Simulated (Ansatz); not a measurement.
# Al₃Ga₃N₂: what the fields show

```
Al Ga N
1.0
    -5.34143    0.00000   -0.03748
     0.00000    3.08590    0.00000
     1.90261    0.00000  -14.62224
Al Ga N
6 6 4
Cartesian
  -4.4352 1.5429 -2.5903
  -1.7645 0.0000 -2.5716
  -2.6355 1.5429 -5.1251
  0.0352 0.0000 -5.1064
  -2.6718 1.5429 -0.0337
  -0.0011 0.0000 -0.0149
  -2.6126 1.5429 -7.7374
  0.0581 0.0000 -7.7187
  -2.5597 1.5429 -12.3610
  0.1111 0.0000 -12.3423
  -1.7055 0.0000 -9.9358
  0.9652 1.5429 -9.9170
  -2.6587 1.5429 -1.9731
  0.0121 0.0000 -1.9544
  -4.4208 1.5429 -4.5066
  -1.7501 0.0000 -4.4878
```

Space group Cm; a generated structure, not necessarily the stable one.

All numbers below come from Ansatz, DFT PBE, scalar-relativistic, plane waves, PAW.

Core electrons are frozen (PAW), and the valence fields are smoothed inside the atomic spheres.

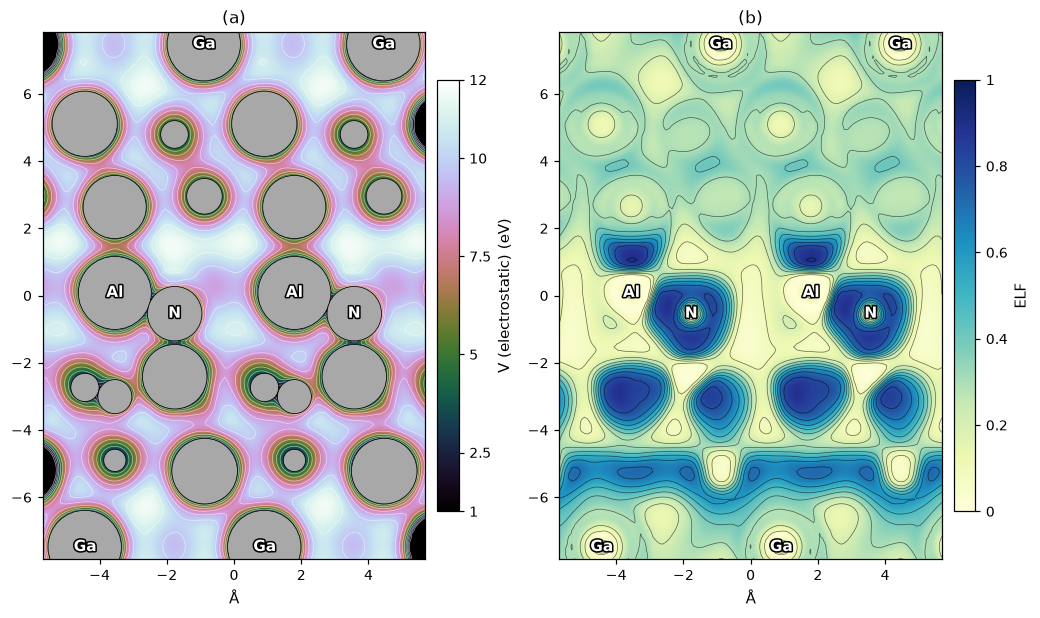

Figure 1. (a) electrostatic potential (local pseudopotential plus Hartree) felt by an electron; (b) electron localisation function on the (011̄) plane of the conventional cell. Grey discs cover the atomic cores in the potential map.

### Describe what can be read from this map.

- The section cuts through Al, Ga and N sites.
- Atoms just off the plane (Al, 0.5 Å away, Ga, 0.5 Å away and N, 0.6 Å away) can leave unmarked features too.
- Al–N (1.89 Å): the ELF peaks at about 0.90 between the atoms.
- The features right at Ga lie inside the PAW spheres, where the map follows smoothed inner orbitals and isn't to be read closely.
- Outside the cores the potential energy rises away from the atoms and is highest about 2.0 Å from the nearest atoms; its zero is arbitrary.

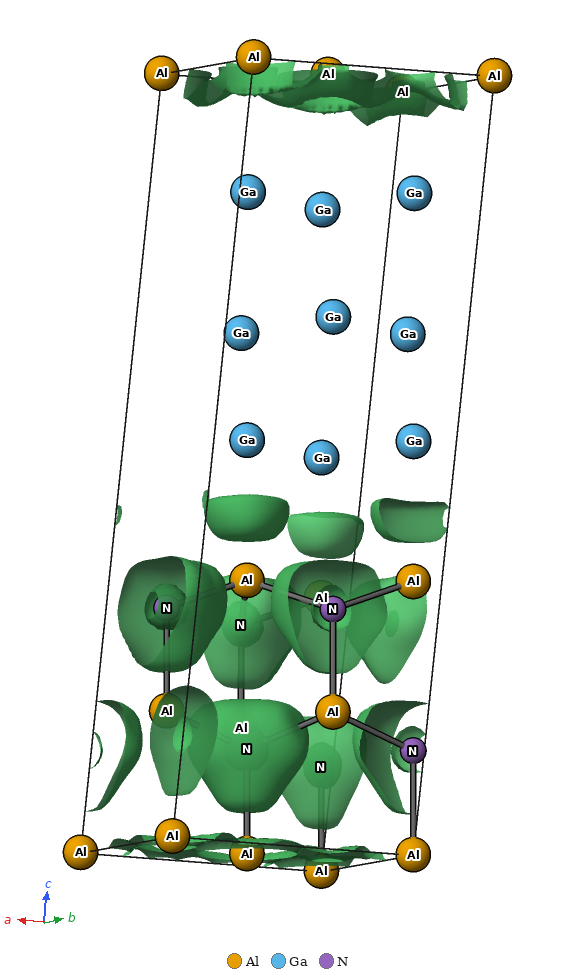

Figure 2. Isosurface of the electron localisation function at 0.65 (green), seen at an oblique angle. Only the valence region is drawn (cores and ρ < 0.01 e/Å³ removed). Sticks mark near contacts.

### Identify the bonds, lone pairs and shells in this picture.

The surface consists of two regions between bonded Al–Ga atoms, four regions on N in which the atom's valence shell and bonds are merged and sheets that run through the cell in two directions, counted in one cell of 16 atoms. Any copies at cell faces, edges or corners count once.


Al–N (1.88 Å): the ELF peaks at about 0.90 between the atoms. Al–Ga (2.61 Å): the ELF is about 0.85 at the midpoint.

### Does the calculation give a band gap?

It is metallic or semimetallic at this level of theory: no gap opens.

### What Bader charges does the calculation give?

Electrons move from Al towards N. Bader charges: Al +0.68 to +2.43, Ga −0.39 to −0.02 and N −2.45 e.
